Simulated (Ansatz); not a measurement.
## Changed inputs in constrained RPA: ReF3 (honeycomb trihalide sheet)

What does U in ReF3 (honeycomb trihalide sheet) depend on besides the window?

Main program and level: Ansatz 0.2.0; constrained RPA on PBEsol, plane waves, PAW.

## Step 1: Starting point

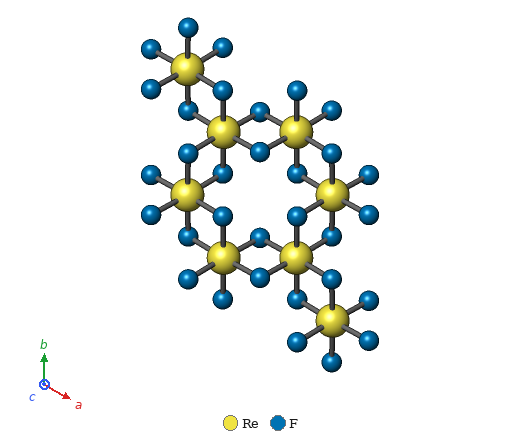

The cell as given, from above (rhenium yellow, fluorine blue). 2×2×1 cells are drawn. Some periodic images of atoms are drawn too.

The cell holds 8 atoms: 2 Re and 6 F. Cell: a = 4.537 Å, b = 4.537 Å, c = 28.448 Å, α = 90.0°, β = 90.0°, γ = 120.0°. Vacuum lies along c.

The structure was relaxed with PBEsol. The structure was generated from a model, not taken from a measurement. The runs that relaxed it are not among those shown. The program's search for lower electronic states was switched off, so nothing shows that the state found is the lowest. Spin-orbit coupling is left out unless a step names it. The default PAW set here is soft_2. Its files were made with PBE. The Coulomb interaction is cut off across the vacuum.

## Step 2: Base: Re t2g, bands v4 to c2, 6×6×1 mesh, medium accuracy

Constrained RPA screens the interaction with every transition except those inside the target bands, which a later many-body model would treat itself.

input.yaml

```yaml
crystal:
  lattice:
    - [3.70475132, -1.85237566, 1.85237566]
    - [-1.85237566, -1.85237566, -3.70475132]
    - [16.42446046, 16.42446046, -16.42446046]
  atoms:
    - { symbol: Re, position: [0.3333333333, 0.6666666667, 0.3220613049] }
    - { symbol: Re, position: [0.6666666667, 0.3333333333, 0.3220613049] }
    - { symbol: F, position: [0.3412950771, 0.0, 0.3709169614] }
    - { symbol: F, position: [0.0, 0.3412950771, 0.3709169614] }
    - { symbol: F, position: [0.6587049229, 0.6587049229, 0.3709169614] }
    - { symbol: F, position: [0.6587049229, 0.0, 0.2732056483] }
    - { symbol: F, position: [0.0, 0.6587049229, 0.2732056483] }
    - { symbol: F, position: [0.3412950771, 0.3412950771, 0.2732056483] }
  periodic: [true, true, false]
kpoints:
  mp_grid: { grid: [6, 6, 1] }
hamiltonian:
  xc: pbesol
scf:
  occupations: { method: gaussian, width: 0.08 }
  n_extra_bands: 24
  max_iter: 150
  lower_state_search: "off"
output:
  crpa:
    kmesh: [6, 6, 1]
    target_bands: [v4, c2]
    projections: [{ species: Re, l: d, shell: 5, orbitals: [dxz, dyz, dxy] }]
  local_orbitals:
    kmesh: [12, 12, 1]
    orbitals: [{ species: Re, l: d, shell: 5, orbitals: [dxz, dyz, dxy] }]
    window: { bands: [v4, c2] }
    seedname: lo
```

Started as:

```sh
$ ansatz run input.yaml --threads 4 --pin off --max-ram 14745MiB --backend cpu --events-out ev --progress --plain --runs-dir out
```

Numbers of over 12 decimals in the logs are rounded to 6 here.

The program printed:

```text
scf.n_extra_bands = 24 over 36 filled bands (N_el = 72.0): the run solves 60 bands
Engine: ansatz 0.2.0, aarch64-unknown-linux-gnu
Pseudopotentials: kind: paw
Pseudopotential: Re, paw, valence charge 15, recommended cutoff 420 eV (normal), Re.paw.azcp
Pseudopotential: F, paw, valence charge 7, recommended cutoff 420 eV (normal), F.paw.azcp
Functional definition: PBEsol
  exchange = pbesol_x
  correlation = pbesol_c
Crystal: 8 atoms, lattice volume = 507.215 Å³
Basis set: ecut = 420 eV, 9941 PW (Γ)
Bands: 60, of which v1, the nominal top of the filled ones, is band 36 counted from 1 (35 counted from 0)
Symmetry: 12 space group operations
Space group: P-31m (ITA 162), of the structure as read, at distance tolerance 8.0e-5 Å
k-points: 7 of 36
Non-local potential: Re, projectors of the file, l = 0: 3, l = 1: 2, l = 2: 2, l = 3: 1
Non-local potential: F, projectors of the file, l = 0: 2, l = 1: 2, l = 2: 1
PAW form: soft (Blöchl's): semilocal exchange-correlation on the pseudo side does not see the compensation charge
PAW frozen core: Re, regenerated for the run's functional, and the local potential with it (the file was generated under x = pbe(κ = 0.804, μ = 0.219515), c = pbe(β = 0.066725))
PAW frozen core: F, regenerated for the run's functional, and the local potential with it (the file was generated under x = pbe(κ = 0.804, μ = 0.219515), c = pbe(β = 0.066725))
PAW one-centre angular grid: Re, 590 points (default); XC on 64 Gauss nodes
PAW one-centre angular grid: F, 110 points (default); XC on 64 Gauss nodes
Initial density: superposition of atomic densities (neutral atoms: chi_scale 0, normalization atom), corrected by the library's trained network
Initial wavefunctions: pseudopotential atomic-orbital guess
Functional: x = pbesol(κ = 0.804, μ = 0.123457), c = pbesol(β = 0.046)
SCF iter   1: F=—  HF=-26273.301942 eV  |F-HF|=—  |Δ(HF+E_count)|=         —  Δρ=9.29e-3  dr2=3.86e-1  ethr=1.77e-3  ⟨swp⟩=13.1  Hψ=3292  notcnv=0  defer=44
preconditioner: auto → LDOS  [insulator: Δε(μ)=0.184 eV  Ē_g=17.305 eV  σ=0.080 eV  W_gap=0.74  n_scr=82 (ndim 8)  ℏωp=12.3 eV  f_vac=0.800  D(μ)=2.90/eV (n_scr^D=8)  ε∞_Penn≈1.5  β→1.0]
SCF iter   2: F=—  HF=-26273.243229 eV  |F-HF|=—  |Δ(HF+E_count)|=   5.87e-2  Δρ=6.14e-3  dr2=8.58e-2  ethr=5.35e-4  ⟨swp⟩=3.3  Hψ=873  notcnv=0  defer=122
SCF iter   3: F=—  HF=-26273.226698 eV  |F-HF|=—  |Δ(HF+E_count)|=   1.65e-2  Δρ=1.52e-3  dr2=6.91e-3  ethr=1.19e-4  ⟨swp⟩=2.7  Hψ=594  notcnv=0  defer=122
SCF iter   4: F=—  HF=-26273.225628 eV  |F-HF|=—  |Δ(HF+E_count)|=   1.07e-3  Δρ=1.88e-4  dr2=2.57e-4  ethr=9.60e-6  ⟨swp⟩=3.3  Hψ=704  notcnv=0  defer=122
SCF iter   5: F=—  HF=-26273.225799 eV  |F-HF|=—  |Δ(HF+E_count)|=   1.71e-4  Δρ=4.31e-5  dr2=5.38e-6  ethr=3.57e-7  ⟨swp⟩=3.4  Hψ=741  notcnv=0  defer=122
[...]
cRPA screening: q 6/36 (q-point 3)
cRPA screening: q 10/36 (q-point 4)
cRPA screening: q 12/36 (q-point 8)
cRPA screening: q 14/36 (q-point 9)
cRPA screening: q 18/36 (q-point 10)
cRPA screening: q 22/36 (q-point 11)
cRPA screening: q 26/36 (q-point 12)
cRPA screening: q 28/36 (q-point 15)
cRPA screening: q 30/36 (q-point 16)
cRPA screening: q 34/36 (q-point 17)
cRPA screening: q 36/36 (q-point 22)
SCF converged after 7 iterations
Free energy (F): -26273.225833 eV
Harris-Foulkes:  -26273.225833 eV  (|F-HF|=1.19e-7)
Internal energy: -26273.216007 eV  (E = F + TS)
E sigma→0 (E₀):  -26273.220920 eV
Entropy (-TS):   -0.009826 eV (-1.228 meV/atom)
Fermi energy:    -5.307136 eV
--- Per-component energies (eV) ---
  E_band       = -1832.086151
  E_kinetic    = 2311.793872
  E_local      = -158121.975773  (includes V_loc(G=0)·N_el)
  E_nonlocal   = 548.711593
  E_hartree    = 77659.414777
  E_xc         = -1266.616765
  E_vxc        = -1206.839060  (∫ρ·V_xc dr)
  E_paw        = -18222.355089  (= ΣΔE_a)
  E_vpaw       = -682.606112  (= ΣTr[D̂ρ^β])
  E_aug_tail   = 0.012094  (compensation charges beyond the density's cutoff)
  E_ewald      = 70817.078104
  E_core_change = 0.721179  (= ΣΔE_core)
  E_smearing   = -0.009826  (= −TS)
  E_closure    = 0.000000  (closes the sum)
  Σ components = -26273.225833   (vs F -26273.225833, Δ=0.00e0)
--- Band table (eV; the first three rows and the last of 7) ---
  k-point 0: bands = [... 32 lower, -8.0786, -6.8819, -6.8819, -6.4401, -6.4401, -4.2231, -3.4518, -3.4518, ... 20 higher]
  k-point 1: bands = [... 32 lower, -8.1909, -7.3496, -7.3019, -5.9382, -5.9226, -4.1981, -3.5354, -3.4317, ... 20 higher]
  k-point 2: bands = [... 32 lower, -8.4599, -7.8813, -7.6938, -5.3684, -5.3565, -4.0807, -3.5866, -3.3891, ... 20 higher]
  k-point 6: bands = [... 32 lower, -8.3988, -8.3988, -8.2728, -4.8988, -4.8988, -3.9329, -3.5606, -3.3726, ... 20 higher]
  the weakly bound empty levels are not read free of the cell's end (no_gap_told)
--- cRPA (band scheme, projected local orbitals): target bands 33..38 (1-based), 6 Wannier function(s), 6×6×1 mesh, 76 bands' worth read of 81 solved, ecut_chi 136.0 eV, v(q+G=0) probe_charge, pair densities all_electron ---
  χ-basis size per q: N_G = 1806..1897
  window electrons = 8.0000, filled by tetrahedron_uncorrected; constrained ε̄⁻¹(q = 0, 0) head = 0.820500; min gauge Gram eig = 0.5673
  Kanamori averages over each shell's own Wannier functions (sites counted from 0, functions from 1):
  Each shell's averages of U are screened by what lies outside the whole window alone: parameters of one model of all the shells.
    Site 0, 5D, 3 of 5 d orbitals (Wannier functions 1, 2, 3; wannier90's mr 2, 3, 5):
      screened: U = 5.2951 eV, U' = 4.5837 eV, J = 0.3037 eV
      screened, to within: U = 1.3e-2 eV, U' = 1.3e-2 eV, J = 4.0e-4 eV
      bare: V = 11.8846 eV, V' = 10.8555 eV, J = 0.4283 eV
    Site 1, 5D, 3 of 5 d orbitals (Wannier functions 4, 5, 6; wannier90's mr 2, 3, 5):
      screened: U = 5.2951 eV, U' = 4.5837 eV, J = 0.3037 eV
      screened, to within: U = 1.3e-2 eV, U' = 1.3e-2 eV, J = 4.0e-4 eV
      bare: V = 11.8846 eV, V' = 10.8555 eV, J = 0.4283 eV
  Hermiticity witness max|P − P†| over intra, direct and exchange elements: 8.88e-15 eV (screened), 5.65e-17 eV (bare)
  Reality witness max|Im| over intra, direct and exchange elements: 2.23e-16 eV (screened), 4.06e-16 eV (bare)
```

Wall time 23 min (4 threads of Arm Neoverse V1, shared host); peak memory 3.2 GiB.

Reading the cycles: dr2 is the Hartree energy of the density residual (eV), the measure of convergence; HF is the Harris–Foulkes estimate of the energy, which meets the free energy F at convergence.

This step gave:

| Quantity | Value |
| --- | --- |
| U | 5.295 eV |
| U prime (inter-orbital) | 4.584 eV |
| J | 0.3037 eV |
| bare V | 11.88 eV |
| bare J | 0.4283 eV |
| stated bound on U | 0.01222 eV |
| U over bare V | 0.4455 |
| electrons in the window | 8.000 |
| head of the constrained inverse dielectric matrix | 0.8205 |
| least eigenvalue of the projection's overlap | 0.5673 |
| target functions | 6 |
| bands in the sums | 76 |
| r.m.s. miss of the model bands | 1.01e-5 eV |
| width of the target bands | 4.735 eV |
| weight of the projected orbitals in the window | 0.7622 |

On the Re t2g shell, screening brings the on-site interaction from 11.9 eV down to U = 5.30 eV.

## Step 3: Changed: 3×3×1 mesh

input.yaml: that of step 2 with these lines changed.

```diff
@@ -26,9 +26,4 @@
   crpa:
-    kmesh: [6, 6, 1]
+    kmesh: [3, 3, 1]
     target_bands: [v4, c2]
     projections: [{ species: Re, l: d, shell: 5, orbitals: [dxz, dyz, dxy] }]
-  local_orbitals:
-    kmesh: [12, 12, 1]
-    orbitals: [{ species: Re, l: d, shell: 5, orbitals: [dxz, dyz, dxy] }]
-    window: { bands: [v4, c2] }
-    seedname: lo
```

The program printed:

```text
[...]
Crystal: 8 atoms, lattice volume = 507.215 Å³
Basis set: ecut = 420 eV, 9941 PW (Γ)
Bands: 60, of which v1, the nominal top of the filled ones, is band 36 counted from 1 (35 counted from 0)
[... 1 set-up line as in the run before ...]
[...]
k-points: 7 of 36
[...]
SCF iter   1: F=—  HF=-26273.301942 eV  |F-HF|=—  |Δ(HF+E_count)|=         —  Δρ=9.29e-3  dr2=3.86e-1  ethr=1.77e-3  ⟨swp⟩=13.1  Hψ=3292  notcnv=0  defer=44
[...]
SCF iter   7: F=-26273.225833 eV  HF=-26273.225833 eV  |F-HF|=1.19e-7  |Δ(HF+E_count)|=   1.19e-6  Δρ=2.81e-6  dr2=3.37e-8  ethr=1.39e-10  ⟨swp⟩=33.1  Hψ=4161  notcnv=0
SCF 1 converged in 7 iterations: F = -26273.225833 eV  dr2 = 3.37e-8
[...]
NSCF: frozen V_eff on 3 k-points
[...]
cRPA screening: q 1/9
cRPA screening: q 2/9
cRPA screening: q 6/9 (q-point 5)
cRPA screening: q 8/9 (q-point 6)
SCF converged after 7 iterations
[...]
k-point 1: bands = [... 32 lower, -8.1909, -7.3496, -7.3019, -5.9382, -5.9226, -4.1981, -3.5354, -3.4317, ... 20 higher]
  k-point 2: bands = [... 32 lower, -8.4599, -7.8813, -7.6938, -5.3684, -5.3565, -4.0807, -3.5866, -3.3891, ... 20 higher]
  k-point 6: bands = [... 32 lower, -8.3988, -8.3988, -8.2728, -4.8988, -4.8988, -3.9329, -3.5606, -3.3726, ... 20 higher]
  the weakly bound empty levels are not read free of the cell's end (no_gap_told)
[...]
χ-basis size per q: N_G = 1806..1897
[...]
Site 0, 5D, 3 of 5 d orbitals (Wannier functions 1, 2, 3; wannier90's mr 2, 3, 5):
      screened: U = 5.3187 eV, U' = 4.6067 eV, J = 0.3037 eV
      screened, to within: U = 1.6e-2 eV, U' = 1.6e-2 eV, J = 4.7e-4 eV
      bare: V = 11.9309 eV, V' = 10.9012 eV, J = 0.4284 eV
    Site 1, 5D, 3 of 5 d orbitals (Wannier functions 4, 5, 6; wannier90's mr 2, 3, 5):
      screened: U = 5.3187 eV, U' = 4.6067 eV, J = 0.3037 eV
      screened, to within: U = 1.6e-2 eV, U' = 1.6e-2 eV, J = 4.7e-4 eV
      bare: V = 11.9309 eV, V' = 10.9012 eV, J = 0.4284 eV
[...]
[key lines of the parts left out:]
Free energy (F): -26273.225833 eV
Fermi energy:    -5.307136 eV
```

Wall time 3.8 min (4 threads); peak memory 2.5 GiB; 14 min of CPU time.

This step gave:

- U: 5.319 eV
- U prime (inter-orbital): 4.607 eV
- J: 0.3037 eV
- bare V: 11.93 eV
- bare J: 0.4284 eV
- stated bound on U: 0.01527 eV
- U over bare V: 0.4458
- electrons in the window: 8.000
- head of the constrained inverse dielectric matrix: 0.7895
- least eigenvalue of the projection's overlap: 0.5673
- target functions: 6
- bands in the sums: 76
- width of the target bands: 4.735 eV
- weight of the projected orbitals in the window: 0.7622

On the Re t2g shell, screening brings the on-site interaction from 11.9 eV down to U = 5.32 eV.

## Step 4: Changed: spin-orbit coupling, which the program doesn't serve

This step: constrained RPA on PBEsol with spin-orbit coupling, plane waves, PAW.

input.yaml: that of step 3 with these lines changed.

```diff
@@ -24,5 +24,8 @@
   lower_state_search: "off"
+magnetization:
+  noncollinear: true
+  spin_orbit: true
 output:
   crpa:
-    kmesh: [3, 3, 1]
+    kmesh: [6, 6, 1]
     target_bands: [v4, c2]
```

The program printed:

```text
Error: output.crpa with magnetization.noncollinear: true — the cRPA pipeline runs scalar-band solve channels only (unpolarised or collinear) — spinor oscillator elements are not implemented; use a collinear or unpolarised deck, or drop the output.crpa: request
```

It took 0.03 s on 4 threads; peak memory 0.034 GiB.

The program refused the input before any cycle.

The program's message: “Error: output.crpa with magnetization.noncollinear: true — the cRPA pipeline runs scalar-band solve channels only (unpolarised or collinear) — spinor oscillator elements are not implemented; use a col …”

The fault put into this input: spin-orbit coupling, which the program doesn't serve.

## Step 5: Side by side

Times are wall times on 4 threads of Arm Neoverse V1, shared host, good to a factor of about two.

| run | bare V (eV) | U (eV) | J (eV) | bound on U (eV) | width (eV) | time |
| --- | --- | --- | --- | --- | --- | --- |
| target window | 11.88 | 5.295 | 0.304 | 0.0122 | 4.73 | 23 min |
| 3×3×1 mesh | 11.93 | 5.319 | 0.304 | 0.0153 | 4.73 | 3.8 min |

## Step 6: Summary of results

```
target window : U 5.30 eV, J 0.30 eV
3×3×1 mesh    : U 5.32 eV, J 0.30 eV
```

3×3×1 mesh moves U by +0.02 eV (within the solver's bounds, for the mean over orbitals) at 0.16 times the time. The printed bound covers the solver alone, not the mesh, and no denser mesh than the base was run. The parent state is non-magnetic and the interaction static (zero frequency); U depends on the window and the orbitals, so it belongs to this model alone. Spin-orbit coupling, which is strong for atoms this heavy, is left out.

[Paths, hosts, dates, memory and timing lines, banners, echoed tables and standing remarks are left out of the program output.]

[Logs are printed without paths, hosts, clocks, repeated set-up lines and the standing remarks that a program may print on its own settings, such as how far it seeks lower states.]

[Runs of the session that timed out or met a known fault of the program may be left out.]

[Hosts, paths, dates, database ids (printed as entryN), source tags and the programs' standing remarks are cut or masked in the printed files.]
